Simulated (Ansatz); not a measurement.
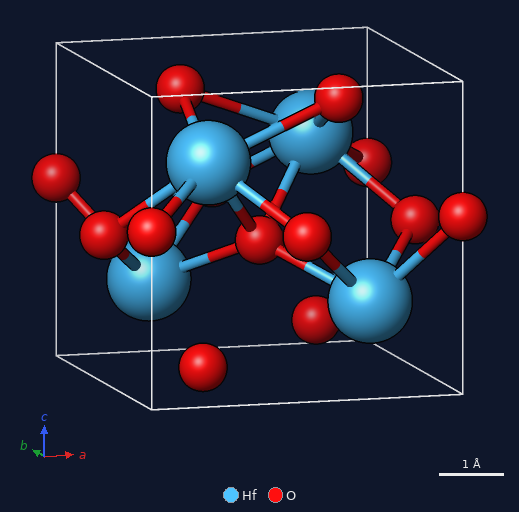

This is the input geometry for a relaxation of crystalline HfO$_{2}$ (built on the database structure type). Style: ball-and-stick. Shown: the cell of the calculation, slightly off an axis.

All numbers below come from DFT, r2SCAN, plane waves, PAW in Ansatz.

Input
```yaml
crystal:
  lattice:
    - [5.0940585243, 0.0, 0.0]
    - [0.0, 5.2764018763, 0.0]
    - [0.0, 0.0, 4.9795972998]
  atoms:
    - { symbol: Hf, position: [0.2690201159, 0.2822185703, 0.7279445749] }
    - { symbol: Hf, position: [0.7690201159, 0.2177814297, 0.2720554251] }
    - { symbol: Hf, position: [0.7309798841, 0.7177814297, 0.7279445749] }
    - { symbol: Hf, position: [0.2309798841, 0.7822185703, 0.2720554251] }
    - { symbol: O, position: [0.5, 0.5, 0.4315877682] }
    - { symbol: O, position: [0.0, 0.0, 0.5684122318] }
    - { symbol: O, position: [0.5, 0.0, 0.5280946799] }
    - { symbol: O, position: [0.0, 0.5, 0.4719053201] }
    - { symbol: O, position: [0.2901526594, 0.6461625644, 0.8997865485] }
    - { symbol: O, position: [0.7901526594, 0.8538374356, 0.1002134515] }
    - { symbol: O, position: [0.7098473406, 0.3538374356, 0.8997865485] }
    - { symbol: O, position: [0.2098473406, 0.1461625644, 0.1002134515] }
kpoints:
  mp_grid: { grid: [6, 6, 6] }
hamiltonian:
  xc: r2scan
scf:
  occupations: { method: fermi_dirac, width: 0.02 }
relax:
  f_tol: 0.005
  cell: {}
```

Q: What does the optimiser find from here?

A: The largest moves relative to the cell, 0.039 Å, are those of O9, O10, O11 and O12. O9 goes roughly along [−3 −1 0]. By element the largest moves are O 0.039 Å, Hf 0.017 Å. The volume changes by −2.6 %, with a 5.094 → 5.007 Å (−1.7 %), b 5.276 → 5.251 Å (−0.5 %), c 4.980 → 4.959 Å (−0.4 %). Among the contacts that change: Hf1–Hf2 3.429 → 3.391 Å, Hf1–O6 2.174 → 2.146 Å, Hf1–O7 2.143 → 2.123 Å, Hf1–O9 2.105 → 2.086 Å. Among the angles between lasting bonds that change: Hf3–O10–Hf4 114.0° → 112.0°. The space group stays P2_12_12 (No. 18). Over 9 accepted moves (10 points after the start) the energy falls by 62.6 meV per cell of the calculation. The largest force component goes from 0.097 to 0.0049 eV/Å. The pressure goes from −5.93 to 0.00 GPa. The SCF was repeated once at an unchanged geometry on a basis and grid sized afresh for the cell, which shifted the energy by 2.0 meV per cell of the calculation at most.

History of the run:

```tsv
step	E − E(0), meV/atom	largest force component, eV/Å	pressure, GPa	volume, Å³/atom	note
0	0.00	0.0970	-5.93	11.154	
1	-4.55	0.1610	2.06	10.770	
2	-5.30	0.0395	0.08	10.868	
3	-5.35	0.0231	0.00	10.866	
4	-5.36	0.0168	0.01	10.863	
5	-5.36	0.0206	0.02	10.863	
6	-5.38	0.0095	0.01	10.861	
7	-5.38	0.0081	0.00	10.862	
8	-5.38	0.0028	0.01	10.863	
9	-5.38	0.0050	-0.02	10.865	
10	-5.22	0.0049	0.00	10.865	same geometry, new basis
```

After the run, drawn alike:

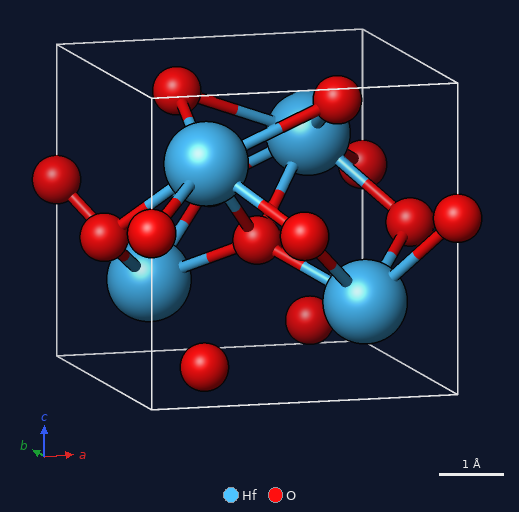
